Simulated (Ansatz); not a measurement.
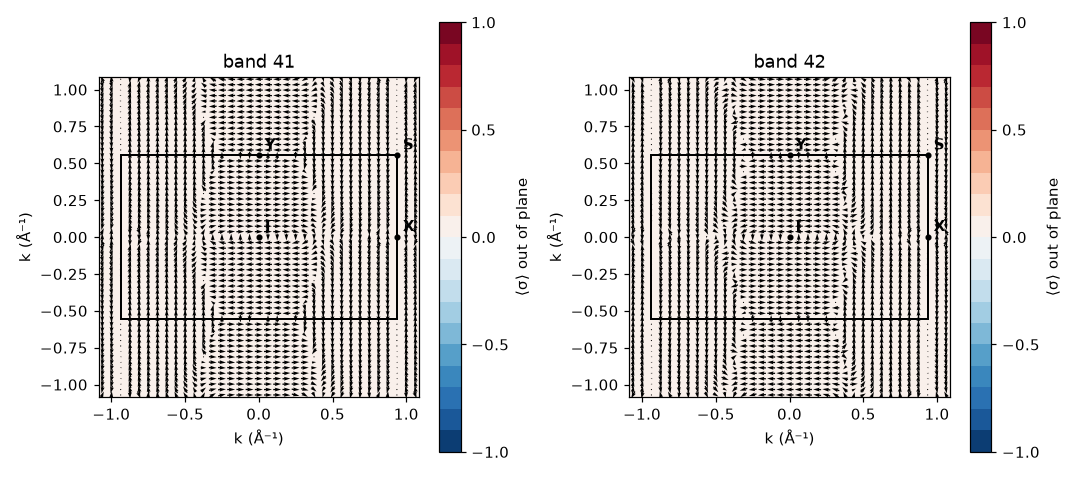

Spin texture of SnO (space group Pmn2_1, No. 31) in the plane k₃ = 0, seen along b₁ × b₂: arrows give the in-plane part of ⟨σ⟩, colours the part out of the plane.

Theory: Ansatz, DFT PBE, spin-orbit coupling, plane waves, PAW; levels and slopes on a dense k mesh at the converged density. Non-magnetic. The levels come from a k mesh of 30×30×1 points. Cell and positions as given, without relaxation. The cell comes from a database of computed structures, not from a measurement.

> How is the spin locked to momentum in these bands?

Band 41 (conduction band): the spin expectation value has a mean length of 0.9, mostly in the plane; near Γ it winds clockwise, at right angles to k (Rashba-like). Band 42 (conduction band): the spin expectation value has a mean length of 0.9, mostly in the plane; near Γ it winds anticlockwise, at right angles to k (Rashba-like).

> Why are these bands spin-split?

The structure has no inversion centre, so spin-orbit coupling splits the pair at general k (symmetry can keep it degenerate on some lines and at time-reversal-invariant points), and the spin at −k is opposite to that at k. Bands 41 and 42 lie up to 0.20 eV apart in this plane.

The mesh is coarse (steps of 0.11 Å⁻¹).
